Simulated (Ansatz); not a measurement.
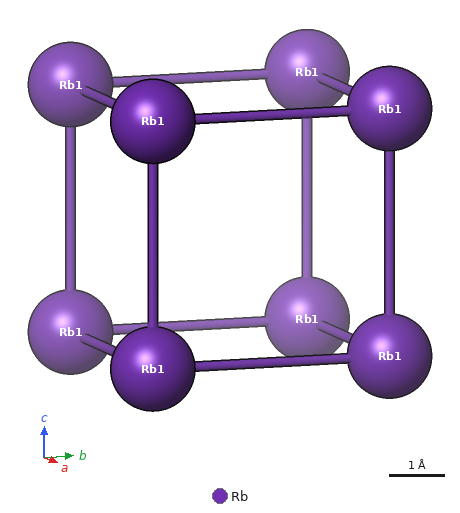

The starting point is crystalline Rb (a generated structure, set up in Pm-3m). Style: ball-and-stick. Shown: the cell of the calculation, slightly off an axis.

Theory: Ansatz 0.2.0, DFT, PBE, PAW with Ansatz's default frozen-core files, scalar-relativistic. Settings: plane-wave cutoff 420 eV; k-point mesh 10 × 10 × 10; occupations fermi dirac; smearing width 0.08 eV; no spin polarisation.

Change: The cell is strained by +1.0 % along c and −0.5 % across it (volume 0.0 %), the atoms keeping their fractional coordinates. No relaxation follows.

Input
```yaml
crystal:
  lattice:
    - [4.6017171955, 0.0, 0.0]
    - [0.0, 4.6017171955, 0.0]
    - [0.0, 0.0, 4.6709152313]
  atoms:
    - { symbol: Rb, position: [0.0, 0.0, 0.0] }
kpoints:
  mp_grid: { grid: [10, 10, 10] }
scf:
  occupations: { method: fermi_dirac, width: 0.08 }
hamiltonian:
  xc: pbe
  pseudopotentials: { kind: paw }
output:
  forces: true
  stress: true
  eigenvalues: true
  efg: { contact_densities: true }
```

> What is the effect?

The energy changes by less than 1 meV per atom. The pressure goes from 0.0 to 0.0 GPa. All forces vanish by symmetry. Near-neighbour distances before and after: Rb–Rb 4.625 → 4.602 to 4.671 Å. The space group (tolerance 0.01 Å) goes from Pm-3m (No. 221) to P4/mmm (No. 123).
